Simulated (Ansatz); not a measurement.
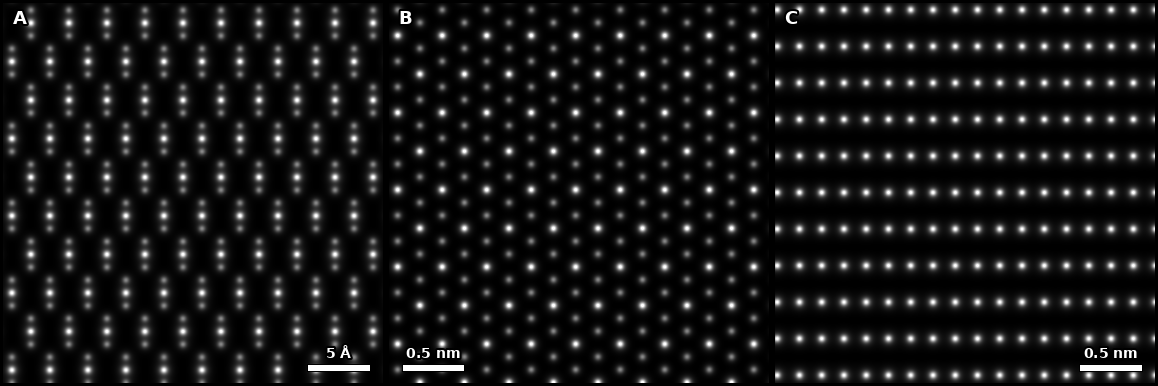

Three views of Yb (P6_3/mmc, No. 194) along different zone axes. Computed as the sum of neutral-atom potentials (tabulated electron scattering factors, B = 0.8 Å²) projected along the beam and smoothed by 0.25 Å; brighter is more positive. Model: coordinates from a relaxation with DFT, r2SCAN, plane waves (500 eV) with PAW, scalar-relativistic in Ansatz; the starting structure was generated, so it need not be a known form of this composition.

Space group P6_3/mmc (No. 194). a = 3.678 Å, b = 3.678 Å, c = 12.074 Å, α = 90.00°, β = 90.00°, γ = 120.00°
| atom | site | symmetry | x | y | z |
| --- | --- | --- | --- | --- | --- |
| Yb | 2a | -3m. | 0.0000 | 0.0000 | 0.0000 |
| Yb | 2c | -6m2 | 0.3333 | 0.6667 | 0.2500 |

**Match the panels to the zone axes [001], [201] and [210].**

A is [201]: projected cell 3.14 × 3.55 Å, 116°, plane group c2mm. B is [001]: projected cell 3.68 × 3.68 Å, 120°, plane group p6mm. C is [210]: projected cell 1.84 × 3.02 Å, 90°, plane group p2mm.
